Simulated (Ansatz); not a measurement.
# Si16C15 (cell charge +2, with a compensating background) (cell with a defect): what the fields show

Input

```
crystal:
  lattice:
    - [-4.3797259407, -4.3797259407, 4.3797259407]
    - [4.3797259407, -4.3797259407, -4.3797259407]
    - [4.3797259407, 4.3797259407, 4.3797259407]
  atoms:
    - { symbol: Si, position: [0.25, 0.7584595882, 0.25] }
    - { symbol: Si, position: [0.0008443929, 0.7502579028, 0.5002579028] }
    - { symbol: Si, position: [0.5084595882, 0.5, 0.25] }
    - { symbol: Si, position: [0.25, 0.5, 0.5084595882] }
    - { symbol: Si, position: [-0.0002579028, 0.5, 0.7505864901] }
    - { symbol: Si, position: [0.7494135099, 0.7491556071, 0.7494135099] }
    - { symbol: Si, position: [0.5002579028, 0.7502579028, 0.0008443929] }
    - { symbol: Si, position: [-0.0002579028, 0.0005864901, 0.25] }
    - { symbol: Si, position: [0.7505864901, 0.2497420972, 0.25] }
    - { symbol: Si, position: [0.5002579028, 0.2508443929, 0.5002579028] }
    - { symbol: Si, position: [0.25, 0.2497420972, 0.7505864901] }
    - { symbol: Si, position: [-0.0084595882, 0.2415404118, -0.0084595882] }
    - { symbol: Si, position: [0.7505864901, 0.5, -0.0002579028] }
    - { symbol: Si, position: [0.7494135099, -0.0005864901, 0.4991556071] }
    - { symbol: Si, position: [0.4991556071, -0.0005864901, 0.7494135099] }
    - { symbol: Si, position: [0.25, 0.0005864901, -0.0002579028] }
    - { symbol: C, position: [-0.0006938754, 0.5, 0.4987707353] }
    - { symbol: C, position: [0.4987707353, 0.2493061246, 0.25] }
    - { symbol: C, position: [0.25, 0.2493061246, 0.4987707353] }
    - { symbol: C, position: [0.0012292647, 0.2512292647, 0.7505353893] }
    - { symbol: C, position: [0.75, 0.5, 0.75] }
    - { symbol: C, position: [0.4987707353, 0.5, -0.0006938754] }
    - { symbol: C, position: [0.9993061246, 0.7487707353, 0.25] }
    - { symbol: C, position: [0.75, 0.0, 0.25] }
    - { symbol: C, position: [0.5006938754, -0.0005353893, 0.5006938754] }
    - { symbol: C, position: [0.25, 0.0, 0.75] }
    - { symbol: C, position: [0.0012292647, 0.0005353893, 0.0012292647] }
    - { symbol: C, position: [0.7505353893, 0.2512292647, 0.0012292647] }
    - { symbol: C, position: [0.7494646107, 0.7506938754, 0.5006938754] }
    - { symbol: C, position: [0.5006938754, 0.7506938754, 0.7494646107] }
    - { symbol: C, position: [0.25, 0.7487707353, -0.0006938754] }
  host:
    lattice:
      - [0.0, 2.1898629703, 2.1898629703]
      - [2.1898629703, 0.0, 2.1898629703]
      - [2.1898629703, 2.1898629703, 0.0]
    atoms:
      - { symbol: Si, position: [0.25, 0.25, 0.25] }
      - { symbol: C, position: [0.0, 0.0, 0.0] }
total_charge: 2
basis:
  ecutwfc: 420
  xc_grid: 2
kpoints:
  mp_grid: { grid: [2, 2, 2], shift: [0.5, 0.5, 0.5] }
hamiltonian:
  xc: pbe
scf:
  occupations: { method: gaussian, width: 0.01 }
output:
  forces: true
  stress: false
  eigenvalues: true
  charged_corrections:
    defect_position: [0.25, 0.5, 0.25]
    epsilon: [[10.3878, 0.0, 0.0], [0.0, 10.3878, 0.0], [0.0, 0.0, 10.3878]]
  write_density: true
  write_potential: true
  elf: true
  volumetric_format: npy
relax:
  adjacent_minimum: "off"
  f_tol: 0.025
  max_steps: 45
```

Launched as:

```sh
ansatz run input.yaml --threads 4 --pin off --max-ram 6144MiB --backend cpu --events-out ev --progress --plain --runs-dir out
```

The fields are those of the relaxed geometry.

These are results of DFT PBE, scalar-relativistic, plane waves, PAW (Ansatz 0.2.0), not measurements.

In a PAW calculation such maps are meaningful between the atoms, not at the nuclei.

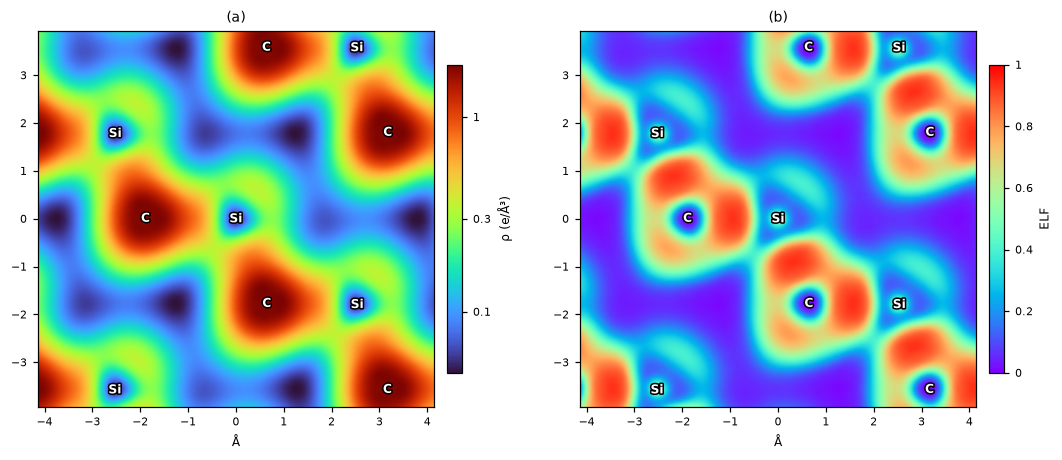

Figure 1. (a) valence charge density (pseudo); (b) ELF on the (010) plane of the calculation cell.

**Interpret the plot.**

The plane passes through Si and C nuclei.
Si–C (1.89 Å): the density is about 0.88 e/Å³ at the midpoint; the ELF peaks at about 0.95 between the atoms (localised, covalent bonding).

Between the atoms the lowest density in this plane is 0.05 e/Å³.

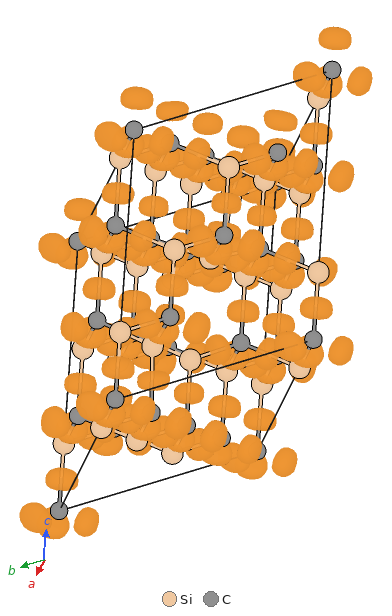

Figure 2. Isosurface of the electron localisation function at 0.85 (orange), seen at an oblique angle. Only the valence region is drawn (cores and ρ < 0.01 e/Å³ removed). Sticks mark near contacts.

**Describe the localisation domains.**

At this value the surface marks out 60 regions between bonded C–Si atoms (shared pairs), counted in one cell of 31 atoms. Any copies at cell faces, edges or corners count once. Along the contacts the grid gives the following. Si–C (1.86 Å): the ELF peaks at about 0.95 between the atoms, as expected for localised, covalent bonding. Si–C (1.92 Å): the ELF peaks at about 0.90 between the atoms: a covalent bond.

**Metal or insulator at this level of theory?**

It is gapped, with a Kohn–Sham gap of 2.3 eV on the k-point mesh, an upper bound to the gap of this method.
